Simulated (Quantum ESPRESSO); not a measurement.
# LiCl: 7 runs along one coordinate

System: LiCl (Fm-3m, 2 atoms in the cell).
Method: Kohn-Sham DFT of a periodic cell, rev-vdW-DF2, PseudoDojo 0.4.1 SR PBE standard, no spin polarisation (Quantum ESPRESSO 7.5).

The 7 runs differ only in the geometry, by an even scaling of the cell at fixed fractional positions. The structure derives from an entry of the Crystallography Open Database.

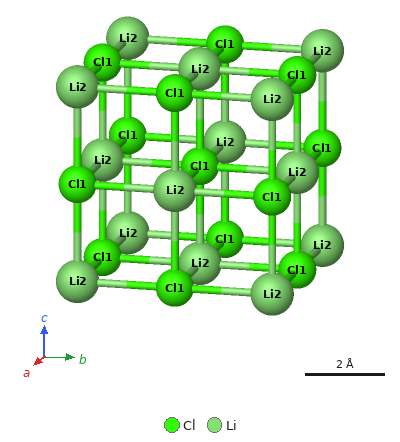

Figure 1. The structure of run 4 (ball-and-stick view of the cell 4 times as large as that of the calculation, set on its symmetry axes, seen slightly off an axis; atoms are numbered from 1 in the order of the input).

## Input of run 4
```
&CONTROL
  calculation = 'scf'
  prefix = 'pwscf'
  outdir = './tmp'
  pseudo_dir = './pseudo'
  tprnfor = .true.
  tstress = .true.
  disk_io = 'nowf'
/
&SYSTEM
  ibrav = 0
  nat = 2
  ntyp = 2
  ecutwfc = 74
  nbnd = 10
  input_dft = 'vdw-df2-b86r'
  occupations = 'smearing'
  smearing = 'fd'
  degauss = 0.00367493
/
&ELECTRONS
  conv_thr = 4d-10
  electron_maxstep = 120
  mixing_beta = 0.5
/
ATOMIC_SPECIES
Cl    35.4500 Cl.upf
Li     6.9400 Li.upf
CELL_PARAMETERS angstrom
   0.0000000000    2.5647700000    2.5647700000
   2.5647700000    0.0000000000    2.5647700000
   2.5647700000    2.5647700000    0.0000000000
ATOMIC_POSITIONS crystal
Cl     0.5000000000    0.5000000000    0.5000000000
Li     0.0000000000    0.0000000000    0.0000000000
K_POINTS automatic
9 9 9 0 0 0
```

Command:
```bash
OMP_NUM_THREADS=1 pw.x -in pw.in > pw.out
```

Lattice vectors (Å) and fractional positions of run 4:
```
   0.000000    2.564770    2.564770
   2.564770    0.000000    2.564770
   2.564770    2.564770    0.000000
Cl  0.500000  0.500000  0.500000
Li  0.000000  0.000000  0.000000
```

Run 6 differs from it as follows:
```diff
-   0.0000000000    2.5647700000    2.5647700000
-   2.5647700000    0.0000000000    2.5647700000
-   2.5647700000    2.5647700000    0.0000000000
+   0.0000000000    2.5985208441    2.5985208441
+   2.5985208441    0.0000000000    2.5985208441
+   2.5985208441    2.5985208441    0.0000000000
```

## Results, with one run withheld

```tsv
run	volume per atom (Å³)	free energy per atom, from the lowest run given (meV)	pressure (GPa)	gap on the mesh (eV)
1	15.859	4.36	1.85	6.67
2	16.196	1.34	1.00	6.54
3	16.534	0.00	0.25	6.41
4	16.871	0.17	−0.43	6.29
5	17.209	1.70	−1.04	6.18
6	17.546	?	?	?
7	17.883	8.27	−2.08	5.97
```

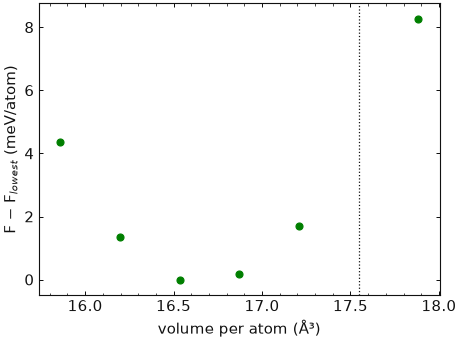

Figure 2. Free energy per atom of the runs given; the dotted line marks run 6.

Estimate the energy of run 6 from the others.

A cubic polynomial in V^(−2/3) (the Birch–Murnaghan form), fitted to the 6 runs given, misses them by under 0.01 meV per atom. With x = V^(−2/3) − 0.15283 Å⁻², it reads F = −0.06743 − 158.09 x + 1.6877e+05 x² + 1.9118e+05 x³ (meV per atom). At run 6 it gives 4.44 meV per atom, and the run itself gives 4.44. The slope of the fit gives a pressure −dF/dV of −1.57 GPa there, and the run prints −1.59 GPa. The fit has its minimum at 16.661 Å³ per atom, where V d²F/dV² gives 34 GPa: the bulk modulus at this level, since symmetry fixes the shape and the positions. The gap on the mesh goes, without turning, from 6.67 eV in run 1 to 5.97 eV in run 7; run 6 has 6.07 eV. These are gaps of this functional on this mesh, which can miss the band edges; they aren't the measured gap.

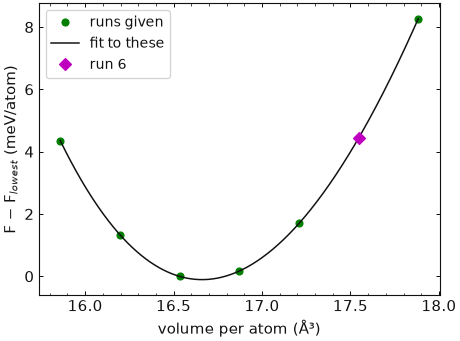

Figure 3. The fit and the withheld run.

## Some lines of the output (run 6)
```
[...]
     unit-cell volume          =     236.8128 (a.u.)^3
     number of k points=    35  Fermi-Dirac smearing, width (Ry)=  0.0037
     total energy              =     -47.52327094 Ry
     total energy              =     -47.52682792 Ry
     total energy              =     -47.52701656 Ry
     total energy              =     -47.52703823 Ry
     total energy              =     -47.52703908 Ry
     total energy              =     -47.52703915 Ry
     the Fermi energy is     2.7842 ev
!    total energy              =     -47.52703915 Ry
     The total energy is F=E-TS. E is the sum of the following terms:
     Computing stress (Cartesian axis) and pressure
          total   stress  (Ry/bohr**3)                   (kbar)     P=      -15.85
```

Notes: The record of the run, not the program, notes: potentials made for another functional. Points of doubt noted for this run: potentials made for another functional.
